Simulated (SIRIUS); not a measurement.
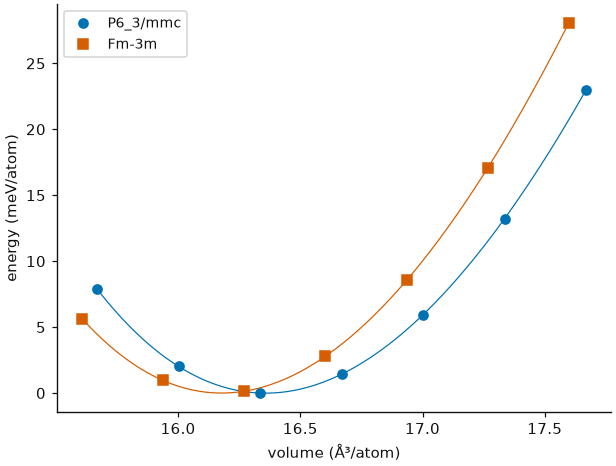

Figure. Energy against volume, with one curve for each structure, for Al. Each energy curve has its own zero, so the curves don't rank the structures.

Settings that differ: P6_3/mmc: k mesh 11×11×6; Fm-3m: k mesh 11×11×11.

The fitted equilibrium volumes, smallest first, are Fm-3m 16.178, P6_3/mmc 16.358 Å³/atom. The fitted bulk moduli, smallest first, are P6_3/mmc 80.6, Fm-3m 84.1 GPa.

Computed with SIRIUS 7.10.0: plane-wave DFT, no spin polarisation; energies at scaled volumes of the given cell, shape and fractions fixed, counted from the fit's minimum, third-order Birch-Murnaghan fit. Level: PBEsol.

occupations Fermi–Dirac; smearing width 0.05 eV; potentials dojo sr pbesol 0.4.1 standard; wave cutoff 557.3 eV; density cutoff 2229 eV.

Keep in mind: shape and atomic fractions are frozen while scaling, which makes layered, chain and framework solids too stiff.
